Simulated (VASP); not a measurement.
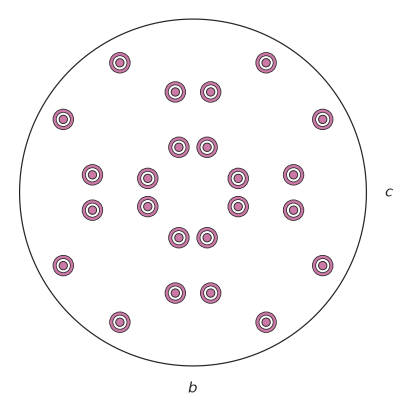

Stereographic projection: filled dots lie in the upper hemisphere, open rings in the lower. The a axis points at the viewer. The poles are all faces of one general form. Computed from the symmetry operations of a computed or model structure of composition Cu.

Name the crystal class.

Answer. m-3m (Oh), order 48, cubic system: three fourfold axes, four threefold axes, six twofold axes, nine mirror planes, an inversion centre.

Can such a crystal be piezoelectric, pyroelectric or chiral?

Answer. It is centrosymmetric, so neither piezoelectric nor pyroelectric; it is not chiral.
